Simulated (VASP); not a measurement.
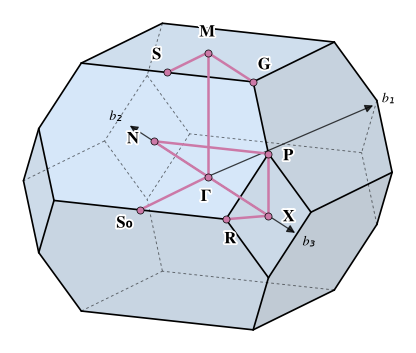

For ZnCu₂SnSe₄, an entry of the Crystallography Open Database, as set up for an electronic-structure calculation: the first Brillouin zone and its special points. Geometry calculated from the standardised cell; symmetry tolerance 0.002 Å.

Space group No. 121, I-42m; a = 5.688 Å, b = 5.688 Å, c = 11.338 Å, α = 90.00°, β = 90.00°, γ = 90.00°.

Labels and path follow the convention of Hinuma et al. (2017), as computed by seekpath; the arrows show the directions of the reciprocal primitive vectors b₁, b₂, b₃, in which coordinates are given; lengths include the factor 2π.

### List the special points with their coordinates and distances from Γ.

| point | k₁ | k₂ | k₃ | length of k (1/Å) |
| --- | --- | --- | --- | --- |
| Γ | 0 | 0 | 0 | 0.000 |
| M | 1/2 | 1/2 | −1/2 | 0.554 |
| X | 0 | 0 | 1/2 | 0.781 |
| P | 1/4 | 1/4 | 1/4 | 0.829 |
| N | 0 | 1/2 | 0 | 0.618 |
| S₀ | −0.313 | 0.313 | 0.313 | 0.691 |
| S | 0.313 | 0.687 | −0.313 | 0.691 |
| R | −0.126 | 0.126 | 1/2 | 0.805 |
| G | 1/2 | 1/2 | −0.126 | 0.805 |

### What is the zone's volume?

(2π)³ over the primitive cell's volume of 183.42 Å³: 1.35 Å⁻³.
